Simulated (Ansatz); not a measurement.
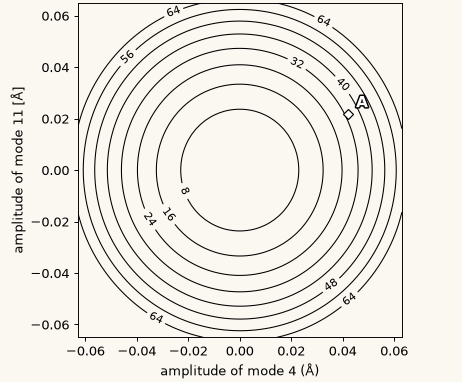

HfN (Fm-3m, No. 225; 4 atoms in the cell). The energy is mapped over two normal modes frozen in (zone-centre modes of the 4-atom cell of this scan, which folds in the wave vector (0, 1/2, 1/2) of the primitive cell). Coordinates scanned: (1) amplitude of mode 4 (150 cm⁻¹), largest displacement; (2) amplitude of mode 11 (519 cm⁻¹), largest displacement. Nothing is relaxed (the cell and all other modes fixed). The grid has 7 × 7 points; 25 points were computed and 24 follow by symmetry. Points are written as (first, second). Energies are in meV per cell, from the lowest grid point. Theory: Ansatz, DFT LDA, scalar-relativistic, plane waves, PAW. Settings: cutoff 520 eV, k-mesh 14×14×10 in the order of the run's cell vectors, gaussian smearing 0.15 eV, no spin polarisation.

In the figure: contour lines labelled in meV (none above 64), the point A. Between grid points the surface is interpolated.

### Is A at rest? If not, where is it pushed?

A, at (0.042 Å, 0.022 Å), is not a stationary point. The computed force is 1300 meV for each Å towards smaller values of the first coordinate and 620 meV for each Å towards smaller values of the second coordinate.

PAW datasets: the set soft_1.
